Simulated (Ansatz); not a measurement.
Zn15Se16 (cell charge −1, with a compensating background) (cell with a defect)

Input file:

```
crystal:
  lattice:
    - [-5.7317611755, 5.7317611755, -5.7317611755]
    - [-5.7317611755, -5.7317611755, 5.7317611755]
    - [5.7317611755, 5.7317611755, 5.7317611755]
  atoms:
    - { symbol: Zn, position: [0.5002302702, -0.0051378462, 0.4998721243] }
    - { symbol: Zn, position: [0.5001860939, 0.7502946136, 0.7444580749] }
    - { symbol: Zn, position: [0.2502587499, 0.2502961155, 0.4998429579] }
    - { symbol: Zn, position: [0.2449285683, 0.0002964389, 0.7498006566] }
    - { symbol: Zn, position: [0.2504343482, 0.7504502476, -0.0001907364] }
    - { symbol: Zn, position: [-0.0042842028, 0.5004050612, 0.4999626154] }
    - { symbol: Zn, position: [0.0001797765, 0.2450760309, 0.7497639685] }
    - { symbol: Zn, position: [-0.0002058157, 3.72333e-05, -0.0049480771] }
    - { symbol: Zn, position: [-0.0040436695, 0.7504922464, 0.2502099379] }
    - { symbol: Zn, position: [0.7499638753, 0.500218221, 0.7453711459] }
    - { symbol: Zn, position: [0.7501300147, 0.250247131, -0.0002785902] }
    - { symbol: Zn, position: [0.7501766874, -0.0047876591, 0.2500357079] }
    - { symbol: Zn, position: [0.5047045927, 0.5047189234, 0.0047477801] }
    - { symbol: Zn, position: [0.5053479392, 0.2554039647, 0.2550180818] }
    - { symbol: Zn, position: [0.2548904879, 0.5048598923, 0.2545603342] }
    - { symbol: Se, position: [-0.0046242656, -0.0041567847, 0.7433420637], spin: 0.25 }
    - { symbol: Se, position: [0.7501162025, 0.2496653449, 0.7489643668] }
    - { symbol: Se, position: [0.7502744676, -0.0004792983, -0.0006259589] }
    - { symbol: Se, position: [0.5010919171, 0.5012483209, 0.7505532946] }
    - { symbol: Se, position: [0.4998087693, 0.2507281908, 0.0002787833] }
    - { symbol: Se, position: [0.5009091089, 0.000542696, 0.2507515672] }
    - { symbol: Se, position: [0.2499174824, 0.7503312443, 0.7489939424] }
    - { symbol: Se, position: [0.2506398539, 0.5000867909, 0.000388842] }
    - { symbol: Se, position: [0.2503736318, 0.2504665369, 0.2491691928] }
    - { symbol: Se, position: [0.2498958486, -0.0002637931, 0.5001218391] }
    - { symbol: Se, position: [-0.0005798944, 0.7502018647, -0.0005896537] }
    - { symbol: Se, position: [0.000550224, 0.5008986088, 0.2506651311] }
    - { symbol: Se, position: [-0.0005910729, 0.2496001715, 0.4996479063] }
    - { symbol: Se, position: [0.7509885492, 0.7512453861, 0.2543385095], spin: 0.25 }
    - { symbol: Se, position: [0.7492137897, 0.5034356809, 0.4987127599], spin: 0.25 }
    - { symbol: Se, position: [0.5074527806, 0.7513467125, 0.5012106495], spin: 0.25 }
  host:
    lattice:
      - [0.0, 2.8658805878, 2.8658805878]
      - [2.8658805878, 0.0, 2.8658805878]
      - [2.8658805878, 2.8658805878, 0.0]
    atoms:
      - { symbol: Zn, position: [0.0, 0.0, 0.0] }
      - { symbol: Se, position: [0.75, 0.75, 0.75] }
total_charge: -1
basis:
  ecutwfc: 420
  xc_grid: 2
kpoints:
  mp_grid: { grid: [2, 2, 2], shift: [0.5, 0.5, 0.5] }
hamiltonian:
  xc: pbe
scf:
  occupations: { method: gaussian, width: 0.02 }
  lower_state_search: "off"
output:
  forces: true
  stress: false
  eigenvalues: true
  populations: true
  charged_corrections:
    defect_position: [0.75, 0.75, 0.5]
    epsilon: [[10.7895, 0.0, 0.0], [0.0, 10.7895, 0.0], [0.0, 0.0, 10.7895]]
  write_density: true
  write_potential: true
  elf: true
  volumetric_format: npy
magnetization:
  spin_polarized: true
relax:
  adjacent_minimum: "off"
  f_tol: 0.03
  max_steps: 40
```

Launched as:

```sh
ansatz run input.yaml --threads 8 --pin off --max-ram 16384MiB --backend cpu --events-out ev --progress --plain --runs-dir out
```

The fields are those of the run's last geometry, not of the input's.

Spin-polarised.

Method: Ansatz 0.2.0, DFT PBE, scalar-relativistic, plane waves, PAW.

The density is the valence pseudo-density of a PAW calculation; it isn't the true density close to the nuclei.

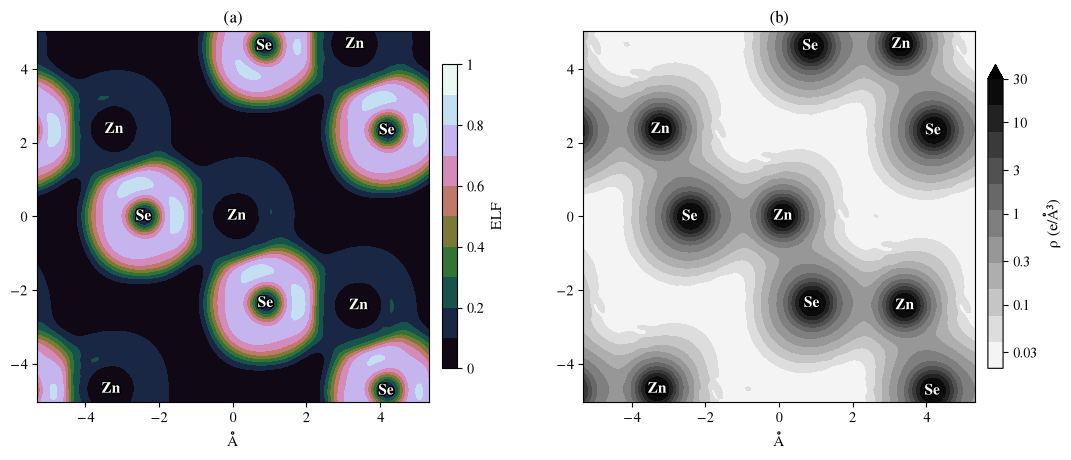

Figure 1. (a) ELF; (b) valence charge density (pseudo) on the (010) plane of the calculation cell.

> Describe what can be read from this map.

Atoms in the plane: Zn and Se. Zn–Se (2.44 Å): ρ at the midpoint is about 0.47 e/Å³; the ELF is about 0.60 at the midpoint. Zn–Se (2.51 Å): ρ is about 0.43 e/Å³ halfway; the ELF is about 0.60 at the midpoint. The density dies away to nearly zero in the voids.

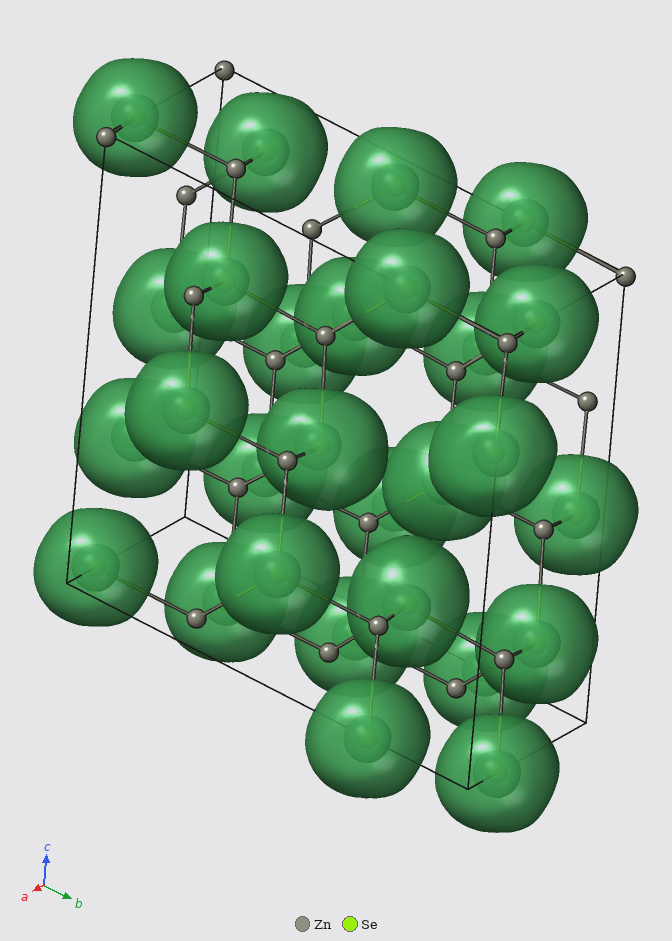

Figure 2. Isosurface of the electron localisation function at 0.6 (green), seen slightly off an axis. Only the valence region is drawn (cores and ρ < 0.01 e/Å³ removed). Sticks mark near contacts.

> Where are the electrons localised?

The surface consists of 16 regions wrapped around Se (the valence shell of each), counted in one cell of 31 atoms. Any copies at cell faces, edges or corners count once. Along the contacts the grid gives the following. Zn–Se (2.49 Å): the ELF is about 0.60 at the midpoint.

> Does the calculation give a band gap?

It is metallic or semimetallic at this level of theory: no gap opens.
